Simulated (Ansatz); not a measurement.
# Run report: InSe, single-point calculation

InSe (slab, 8 atoms in the cell), computed with DFT PBE+D3(BJ), scalar-relativistic, plane waves, PAW, PAW set soft_1, no spin polarisation (Ansatz 0.2.0).

The structure derives from an entry of the Crystallography Open Database. Figures and captions count atoms from 1; the log counts them from 0 in places.

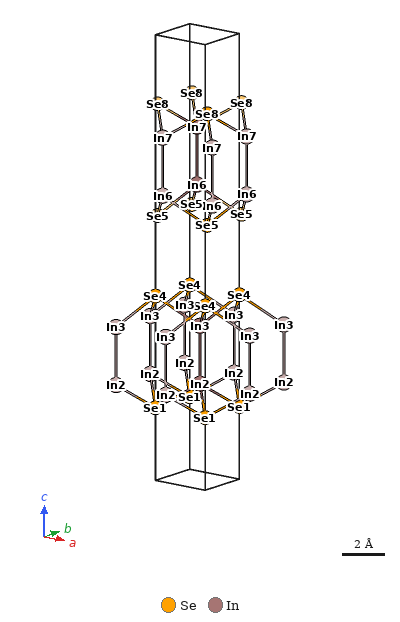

Figure 1. The structure as given in the input (ball-and-stick view of the cell of the calculation, with the vacuum cut short, seen slightly off an axis; neighbours outside the cell are drawn fainter; atoms are numbered from 1 in the order of the input). Near neighbours in the crystal (not all of them lie inside the picture): Se has 3 In at 2.66 Å; In has 1 In at 2.79 Å and 3 Se at 2.66 Å.

## Input file
```yaml
crystal:
  lattice:
    - [4.0266103962, 0.0, 0.0]
    - [-2.0133051981, 3.4871468942, 0.0]
    - [0.0, 0.0, 28.270710502]
  atoms:
    - { symbol: Se, position: [0.0, 0.0, 0.1591753415] }
    - { symbol: In, position: [0.6666666667, 0.3333333333, 0.204997989] }
    - { symbol: In, position: [0.6666666667, 0.3333333333, 0.3038451602] }
    - { symbol: Se, position: [0.0, 0.0, 0.349667733] }
    - { symbol: Se, position: [0.8888888889, 0.2222222222, 0.480898959] }
    - { symbol: In, position: [0.2222222222, -0.1111111111, 0.5267216065] }
    - { symbol: In, position: [0.2222222222, -0.1111111111, 0.6255687776] }
    - { symbol: Se, position: [0.8888888889, 0.2222222222, 0.6713913504] }
basis:
  ecutwfc: 420
kpoints:
  mp_grid: { grid: [9, 9, 1] }
hamiltonian:
  xc: pbe
  pseudopotentials: { kind: paw, azcp: { folder: soft_1 } }
  dispersion: d3bj
scf:
  occupations: { method: gaussian, width: 0.05 }
output:
  forces: true
  eigenvalues: true
  write_density: true
  write_potential: true
  elf: true
  volumetric_format: npy
efield:
  axis: 3
  dipole_correction: true
  ramp_width: 0.04
```

Launch command:
```bash
ansatz run input.yaml --threads 1 --pin off --max-ram 3072MiB --backend cpu --events-out ev --progress --plain --runs-dir out
```

## The program's output
```
Engine: ansatz 0.2.0, x86_64-unknown-linux-gnu
Pseudopotentials: kind: paw
Pseudopotential: Se, paw, valence charge 16, recommended cutoff 420 eV (normal), [file]
Pseudopotential: In, paw, valence charge 13, recommended cutoff 420 eV (normal), [file]
Functional definition: PBE
  parameter kappa = 0.804
  parameter beta = 0.06672455060314922
  exchange = pbe_x(kappa = kappa, mu = beta*pi^2/3)
  correlation = pbe_c(beta = beta)
Crystal: 8 atoms, lattice volume = 396.960 Å³
Basis set: ecut = 420 eV, 7811 PW (Γ), exchange–correlation on 54×54×384 points (8 copies of the dense FFT grid, shifted against one another)
Bands: 70, of which v1, the nominal top of the filled ones, is band 58 counted from 1 (57 counted from 0)
Symmetry: 1 space group operations
k-points: 41 of 81 (time reversal used)
Non-local potential: Se, projectors of the file, l = 0: 2, l = 1: 2, l = 2: 3, l = 3: 1
Non-local potential: In, projectors of the file, l = 0: 2, l = 1: 2, l = 2: 2, l = 3: 1
PAW form: soft (Blöchl's): semilocal exchange-correlation on the pseudo side does not see the compensation charge
PAW one-centre angular grid: Se, 590 points (default); XC on 64 Gauss nodes
PAW one-centre angular grid: In, 590 points (default); XC on 64 Gauss nodes
Initial density: superposition of atomic densities (neutral atoms: chi_scale 0, normalization atom)
Initial wavefunctions: pseudopotential atomic-orbital guess
Functional: x = pbe(κ = 0.804, μ = 0.2195149727645171), c = pbe(β = 0.06672455060314922)
SCF iter   1: F=—  HF=-44275.048308 eV  |F-HF|=—  |Δ(HF+E_count)|=         —  Δρ=2.26e-2  dr2=3.97e0  ethr=3.10e-3  p=-0.000 e·Å  D=-2.03e-6 V/Å  ΔV_dip=0.00 eV  dr2_dipole=7.05e-10  V_vac-E_F(+/−)=5.68/5.68 eV  ⟨swp⟩=7.1  Hψ=12027  notcnv=0  defer=9
efield: sawtooth ramp at fractional position 0.8953 (placed from the atoms, in the widest stretch of the axis that holds none; the zero of the levels goes with the place), width 0.0400; the density the first Hamiltonian is built on has a dipole p = -0.000 e·Å; the dipole correction subtracts the counter field D = -2.03e-6 V/Å, which shifts the + side's vacuum level by +0.00 eV against the − side's; the planar-averaged density in the ramp window peaks in size at 4.6e-6 e/Å³
preconditioner: auto → Resta (q_TF=auto, 2.223 Å⁻¹)  ε∞=2.4  [insulator: Δε(μ)=1.382 eV  Ē_g=13.572 eV  σ=0.050 eV  W_gap=1.00  n_scr=86 (ndim 8)  ℏωp=16.2 eV  f_vac=0.401  D(μ)=0.00/eV (n_scr^D=0)  ε∞_Penn≈2.4  vacuum switching on, ρ_ref=1.3e-2 e/Å³]
SCF iter   2: F=—  HF=-44274.188553 eV  |F-HF|=—  |Δ(HF+E_count)|=   8.60e-1  Δρ=1.11e-2  dr2=6.38e-1  ethr=3.10e-3  p=-0.000 e·Å  D=-1.24e-5 V/Å  ΔV_dip=0.00 eV  dr2_dipole=3.50e-8  V_vac-E_F(+/−)=5.69/5.69 eV  ⟨swp⟩=3.1  Hψ=4182  notcnv=0  defer=300
SCF iter   3: F=—  HF=-44274.127677 eV  |F-HF|=—  |Δ(HF+E_count)|=   6.09e-2  Δρ=5.92e-3  dr2=1.39e-1  ethr=5.50e-4  p=0.000 e·Å  D=4.83e-5 V/Å  ΔV_dip=-0.00 eV  dr2_dipole=2.43e-7  V_vac-E_F(+/−)=5.29/5.29 eV  ⟨swp⟩=3.3  Hψ=4170  notcnv=0  defer=300
SCF iter   4: F=—  HF=-44274.126547 eV  |F-HF|=—  |Δ(HF+E_count)|=   1.13e-3  Δρ=1.20e-3  dr2=6.90e-3  ethr=1.20e-4  p=-0.000 e·Å  D=-1.30e-4 V/Å  ΔV_dip=0.00 eV  dr2_dipole=2.14e-6  V_vac-E_F(+/−)=5.20/5.20 eV  ⟨swp⟩=2.0  Hψ=3382  notcnv=0  defer=300
SCF iter   5: F=—  HF=-44274.129313 eV  |F-HF|=—  |Δ(HF+E_count)|=   2.77e-3  Δρ=4.64e-4  dr2=8.90e-3  ethr=5.95e-6  p=0.001 e·Å  D=3.70e-4 V/Å  ΔV_dip=-0.01 eV  dr2_dipole=1.75e-5  V_vac-E_F(+/−)=5.10/5.11 eV  ⟨swp⟩=2.1  Hψ=4212  notcnv=0  defer=300
SCF iter   6: F=—  HF=-44274.128828 eV  |F-HF|=—  |Δ(HF+E_count)|=   4.86e-4  Δρ=2.58e-4  dr2=1.99e-3  ethr=5.95e-6  p=-0.000 e·Å  D=-2.02e-4 V/Å  ΔV_dip=0.01 eV  dr2_dipole=4.98e-6  V_vac-E_F(+/−)=5.17/5.16 eV  ⟨swp⟩=2.0  Hψ=2999  notcnv=0  defer=300
SCF iter   7: F=—  HF=-44274.128794 eV  |F-HF|=—  |Δ(HF+E_count)|=   3.36e-5  Δρ=9.58e-5  dr2=1.07e-4  ethr=1.72e-6  p=0.000 e·Å  D=7.53e-6 V/Å  ΔV_dip=-0.00 eV  dr2_dipole=1.06e-8  V_vac-E_F(+/−)=5.15/5.15 eV  ⟨swp⟩=1.6  Hψ=2857  notcnv=0  defer=300
SCF iter   8: F=—  HF=-44274.128831 eV  |F-HF|=—  |Δ(HF+E_count)|=   3.74e-5  Δρ=2.77e-5  dr2=9.23e-6  ethr=9.23e-8  p=-0.000 e·Å  D=-1.98e-4 V/Å  ΔV_dip=0.01 eV  dr2_dipole=4.98e-6  V_vac-E_F(+/−)=5.15/5.14 eV  ⟨swp⟩=2.4  Hψ=4098  notcnv=0  defer=300
SCF iter   9: F=—  HF=-44274.128908 eV  |F-HF|=—  |Δ(HF+E_count)|=   7.61e-5  Δρ=1.65e-5  dr2=7.15e-6  ethr=7.96e-9  p=0.000 e·Å  D=2.23e-4 V/Å  ΔV_dip=-0.01 eV  dr2_dipole=6.35e-6  V_vac-E_F(+/−)=5.14/5.15 eV  ⟨swp⟩=2.0  Hψ=4800  notcnv=0  defer=300
SCF iter  10: F=—  HF=-44274.128907 eV  |F-HF|=—  |Δ(HF+E_count)|=   9.26e-7  Δρ=6.78e-6  dr2=4.09e-7  ethr=6.17e-9  p=0.000 e·Å  D=4.32e-5 V/Å  ΔV_dip=-0.00 eV  dr2_dipole=2.49e-7  V_vac-E_F(+/−)=5.15/5.15 eV  ⟨swp⟩=1.8  Hψ=2813  notcnv=0  defer=300
SCF iter  11: F=-44274.128907 eV  HF=-44274.128907 eV  |F-HF|=1.60e-8  |Δ(HF+E_count)|=   1.11e-7  Δρ=3.07e-6  dr2=5.69e-8  ethr=8.62e-11  p=0.000 e·Å  D=1.31e-5 V/Å  ΔV_dip=-0.00 eV  dr2_dipole=2.33e-8  V_vac-E_F(+/−)=5.15/5.15 eV  ⟨swp⟩=18.4  Hψ=22720  notcnv=0
SCF 1 converged in 11 iterations: F = -44274.128907 eV  dr2 = 5.69e-8
  greatest PAW one-centre occupation: 1.000 electrons in one spin orbital (limit 2), on the Se atom at site 4 (counted from 0), in its partial waves of l = 2
```

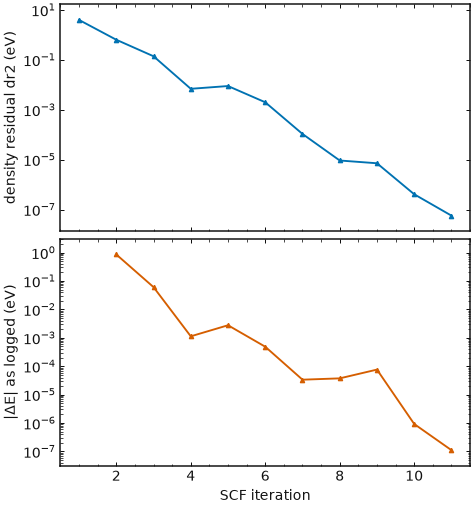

Figure 2. Convergence of the self-consistent field: density residual dr2 and size of the energy change against the SCF iteration. The residual falls almost steadily, with no more than small rises.

```
WARN: The output density's exchange-correlation potential varies sharply where the density is thin. Do not read a vacuum level from v_tot or v_xc, or from such a field of the output density. On a cell that repeats whose density bears no net charge and no dipole along the vacuum's axis use v_es (v_loc + v_h of the components); under efield.dipole_correction with no amplitude use v_es + v_field, which holds any external_charges[].barrier, or the levels of the report's work_function block, which leave it out; under a non-zero efield.amplitude the vacuum is tilted and has no level; on a cell that repeats and bears such a dipole with no correction it is tilted too, and efield.dipole_correction with no amplitude gives each side of its ramp a level where efield: is served; in a cell that repeats whose density bears a net charge (total_charge, or a fill off its count) it is curved and has none; of a slab under crystal.periodic whose density bears no net charge use v_es, which has a level on each side, short of where the two are joined; of another it falls or rises all the way out and has none; of a slab beside external_charges read slab_vacuum_level instead, which it has where they leave it neutral. The grid or the basis barely resolves most such structure, and the values can differ between equally converged runs; as a rule a tighter scf.convergence.dr2_threshold does not remove it. Where the density itself ripples (under the LDA too) a higher basis.ecutwfc lessens it. The files hold the spikes' plane waves up to the density's cutoff. Files: v_tot_of_output_density and the like, and their columns of v_z.tsv (output.write_potential); v_xc_of_output_density and the like, and their columns of v_comp_z.tsv (output.write_potential_components). Measured: with its Gaussian average of σ = 0.25 Å subtracted twice, the exchange-correlation potential is over 0.1 eV at 2 of the grid points where the equally averaged density (valence and model cores) is under 1e-3 e/Å³, and 0.117 eV at the most among them, at an averaged density of 1.3e-8 e/Å³. See output.write_potential in the manual, Limitations
SCF converged after 11 iterations
Free energy (F): -44274.128907 eV
Harris-Foulkes:  -44274.128907 eV  (|F-HF|=1.60e-8)
Internal energy: -44274.128907 eV  (E = F + TS)
E sigma→0 (E₀):  -44274.128907 eV
Fermi energy:    2.136958 eV
Dipole field:    D = -0.000133 V/Å  (p = -0.000291 e·Å, saw-weighted, corrected)
Work function:   Φ+ = 5.1484 eV   Φ− = 5.1446 eV
Levels:          The Fermi level and band energies are counted from a zero that moves with the ramp; work functions are not
--- Per-component energies (eV) ---
  E_band       = -2425.487332
  E_kinetic    = 1314.436803
  E_local      = -75913.363585  (includes V_loc(G=0)·N_el)
  E_nonlocal   = -108.722474
  E_hartree    = 37430.940509
  E_xc         = -910.400115
  E_vxc        = -716.513975  (∫ρ·V_xc dr)
  E_paw        = -25358.694305  (= ΣΔE_a)
  E_vpaw       = -1863.203403  (= ΣTr[D̂ρ^β])
  E_aug_tail   = -0.000885  (compensation charges beyond the density's cutoff)
  E_efield     = 0.000000  (sawtooth field / dipole correction)
  E_vefield    = 0.000000  (∫n·V_field dr)
  E_ewald      = 19273.643243
  E_disp       = -1.968098  (pairwise vdW)
  E_smearing   = -0.000000  (= −TS)
  E_closure    = 0.000000  (closes the sum)
  Σ components = -44274.128907   (vs F -44274.128907, Δ=0.00e0)
--- Forces (eV/Å), atoms counted from 1 ---
  atom   1  Se     0.00047538    -0.00049199     0.00310777
  atom   2  In     0.00132965    -0.00132779    -0.00036412
  atom   3  In     0.00016110     0.00170201     0.02471264
  atom   4  Se     0.01653958    -0.01518475     0.04176238
  atom   5  Se    -0.01653902     0.01518451    -0.04164543
  atom   6  In    -0.00016099    -0.00170231    -0.02481870
  atom   7  In    -0.00132982     0.00132794     0.00025788
  atom   8  Se    -0.00047548     0.00049210    -0.00298732
  max |Σ_I F_I| component: 2.51e-5 eV/Å
--- Band table (eV; the first three rows and the last of 41) ---
  k-point 0: bands = ["-45.3637", "-45.3637", "-45.3635", "-45.3635", "-45.3486", "-45.3486", "-45.3483", "-45.3482", "-45.3372", "-45.3372", "-45.3371", "-45.3370", "-45.3272", "-45.3271", "-45.3200", "-45.3199", "-45.3196", "-45.3195", "-45.3092", "-45.3088", "-12.7219", "-12.7217", "-12.5370", "-12.5368", "-12.5366", "-12.5364", "-12.4541", "-12.4540", "-12.4539", "-12.4539", "-12.4459", "-12.4459", "-12.4457", "-12.4456", "-12.2705", "-12.2703", "-12.2702", "-12.2700", "-12.2395", "-12.2384", "-11.2536", "-11.2021", "-11.1081", "-11.0680", "-4.1049", "-4.0171", "-1.8980", "-1.6282", "0.8169", "0.8191", "0.8375", "0.8448", "0.8989", "0.9011", "0.9117", "0.9188", "0.9692", "1.4689", "2.7612", "3.1811", "4.1098", "4.1736", "6.3512", "6.3593", "6.3695", "6.3779", "6.8197", "7.0075", "7.5265", "7.6250"]
  k-point 1: bands = ["-45.3637", "-45.3636", "-45.3635", "-45.3635", "-45.3486", "-45.3486", "-45.3482", "-45.3482", "-45.3373", "-45.3372", "-45.3371", "-45.3370", "-45.3272", "-45.3271", "-45.3200", "-45.3199", "-45.3196", "-45.3195", "-45.3092", "-45.3088", "-12.7212", "-12.7209", "-12.5769", "-12.5759", "-12.5353", "-12.5351", "-12.4984", "-12.4974", "-12.4499", "-12.4497", "-12.4460", "-12.4459", "-12.4394", "-12.4391", "-12.2981", "-12.2975", "-12.2714", "-12.2712", "-12.2004", "-12.2001", "-11.1307", "-11.0804", "-10.9916", "-10.9526", "-4.0380", "-3.9582", "-1.9129", "-1.6988", "0.0915", "0.2026", "0.2512", "0.3603", "0.6795", "0.6878", "0.7738", "0.7791", "1.0976", "1.5077", "3.3636", "3.6651", "4.6965", "4.7601", "5.7327", "5.7964", "6.4757", "6.4769", "6.8839", "6.9976", "7.1675", "7.3012"]
  k-point 2: bands = ["-45.3636", "-45.3636", "-45.3634", "-45.3634", "-45.3486", "-45.3485", "-45.3482", "-45.3481", "-45.3373", "-45.3372", "-45.3371", "-45.3370", "-45.3272", "-45.3271", "-45.3200", "-45.3199", "-45.3196", "-45.3195", "-45.3092", "-45.3088", "-12.7334", "-12.7325", "-12.6461", "-12.6446", "-12.5916", "-12.5895", "-12.5333", "-12.5331", "-12.4579", "-12.4577", "-12.4259", "-12.4257", "-12.4203", "-12.4200", "-12.3176", "-12.3171", "-12.2740", "-12.2737", "-12.1583", "-12.1581", "-10.8207", "-10.7722", "-10.6955", "-10.6591", "-3.9114", "-3.8593", "-2.1760", "-2.1063", "-0.9101", "-0.7732", "-0.5032", "-0.2055", "0.3444", "0.3527", "0.4726", "0.4791", "1.1188", "1.4080", "3.9593", "4.0803", "4.3704", "4.5031", "6.0390", "6.0530", "6.2707", "6.3646", "6.6238", "6.6289", "7.3569", "7.5012"]
  k-point 40: bands = ["-45.3636", "-45.3636", "-45.3633", "-45.3633", "-45.3486", "-45.3484", "-45.3482", "-45.3480", "-45.3373", "-45.3372", "-45.3371", "-45.3371", "-45.3271", "-45.3270", "-45.3200", "-45.3200", "-45.3196", "-45.3196", "-45.3091", "-45.3087", "-12.8115", "-12.8087", "-12.7068", "-12.7040", "-12.6664", "-12.6660", "-12.5400", "-12.5398", "-12.4652", "-12.4650", "-12.3966", "-12.3965", "-12.3910", "-12.3907", "-12.3283", "-12.3280", "-12.2806", "-12.2804", "-12.1143", "-12.1141", "-10.2475", "-10.1992", "-10.1484", "-10.1164", "-4.0667", "-4.0414", "-3.1829", "-3.1395", "-1.3593", "-1.2101", "-0.5571", "-0.5013", "-0.4510", "-0.4017", "-0.2266", "0.0004", "0.6424", "0.7849", "3.8691", "3.9531", "4.0603", "4.1263", "5.8766", "5.9067", "5.9958", "6.0966", "6.2927", "6.3330", "8.0778", "8.1642"]
```

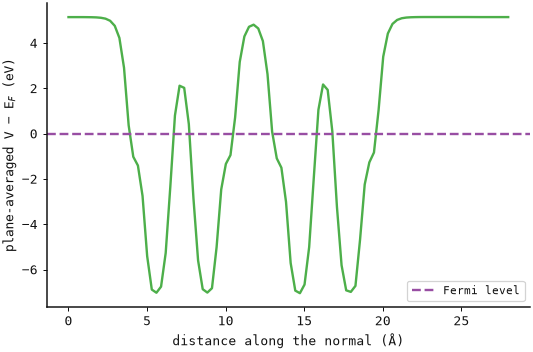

Figure 3. Plane average of the electrostatic potential energy of an electron across the cell, from the Fermi level. The vacuum level lies 5.15 eV above the Fermi level.

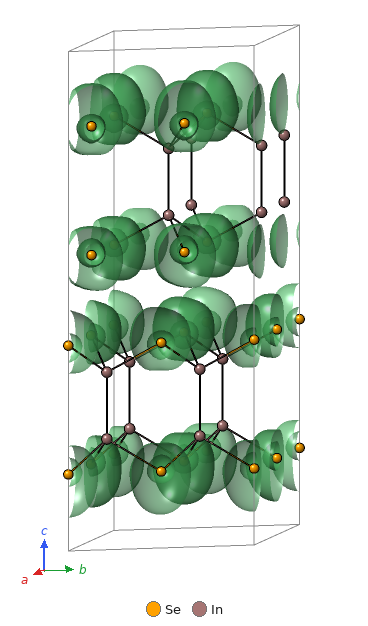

Figure 4. Isosurface of the electron localisation function at 0.65 (green), seen slightly off an axis. Core shells and regions of very low density are left out. Sticks mark near contacts. Counts are for one cell; the picture repeats the cell along the surface. Profiles from the grid: In–Se (2.66 Å): the ELF is about 0.50 at the midpoint. In–In (2.79 Å): the ELF is about 0.55 at the midpoint. Core electrons are frozen (PAW), so the fields are smoothed inside the atomic spheres.

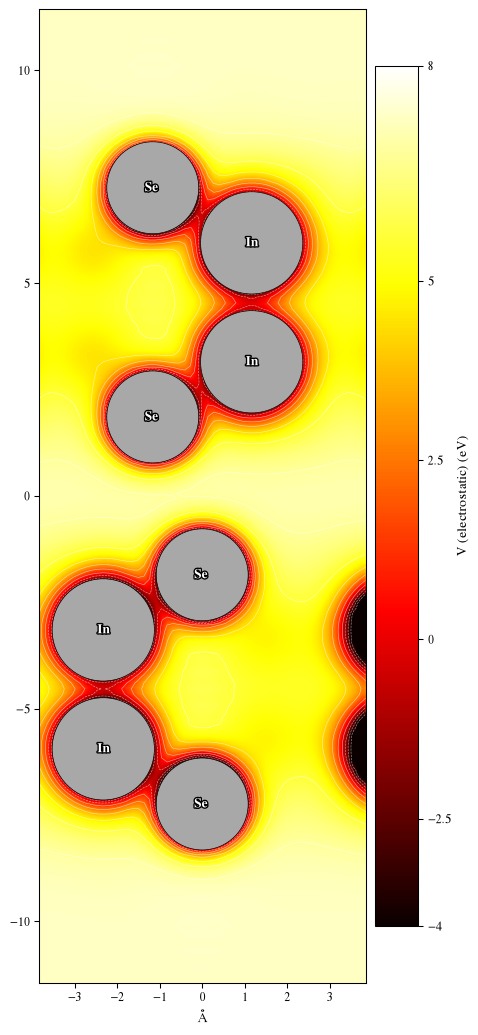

Figure 5. Electrostatic potential (local pseudopotential plus Hartree) felt by an electron on the (110) plane of the calculation cell, a cut from vacuum to vacuum. Grey discs, where drawn, cover atomic cores. The section cuts through Se and In sites.

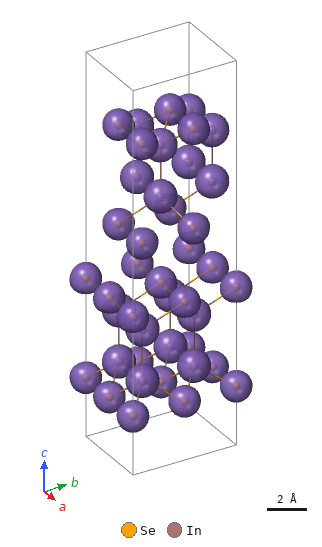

Figure 6. Isosurface of the valence charge density (pseudo) at 0.8 e/Å³ (purple), seen at an oblique angle. Sticks mark near contacts. At this value the density breaks into separate islands; it holds about 70 % of the electrons treated as valence (semicore included). It is pinched off along the In–Se (2.66 Å) and In–In (2.79 Å) contacts. On the grid the lowest density along these lines, outside the cores, is 0.39 e/Å³ (In–Se, 2.66 Å) and 0.33 e/Å³ (In–In, 2.79 Å).

## Results in brief

- outcome: converged
- electrons treated: 116
- free energy: −44274.1289 eV
- work function, top face: 5.15 eV
- work function, bottom face: 5.14 eV
- Fermi energy: 2.137 eV
- gap on the k-point mesh: 1.25 eV
- work function (upper face): 5.15 eV
- largest force (length of the vector): 0.047 eV/Å
- hardware: 1 thread of AMD EPYC (Zen 5), 32 GiB of memory available, shared host
- wall time: 45 s
- peak memory: 1.1 GiB

## Remarks

The program warns: the exchange-correlation potential is rough where the density is thin.
